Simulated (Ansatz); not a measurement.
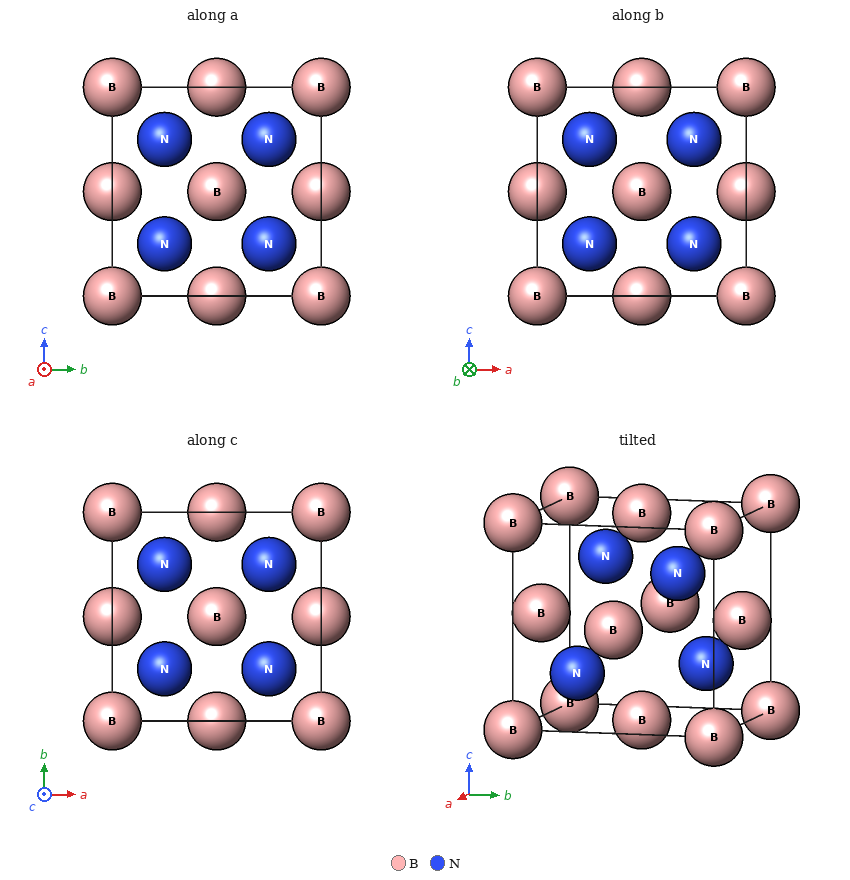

Drawn in the spheres-only manner and seen along the a axis, along the b axis, along the c axis and slightly off an axis. One conventional unit cell is outlined, and atoms on its boundary appear in each equivalent place.

Lattice parameters: a = 3.610 Å, b = 3.610 Å, c = 3.610 Å, α = 90.00°, β = 90.00°, γ = 90.00°.

Q: Write down what is shown as a table of Wyckoff sites.

A: Space group F-43m (No. 216).
| atom | site | x | y | z |
| --- | --- | --- | --- | --- |
| B | 4a | 0.0000 | 0.0000 | 0.0000 |
| N | 4d | 0.2500 | 0.2500 | 0.7500 |

Starting structure: a structure type filled with these elements by a generator (whether the compound takes this form wasn't checked). Earlier steps of the study may have refined or changed the cell and positions. It was run through Ansatz as a DFT input.

At this level of theory the cell isn't at rest (stretched, at -4 GPa), so its distances can differ from those at equilibrium, the more so the softer the solid.
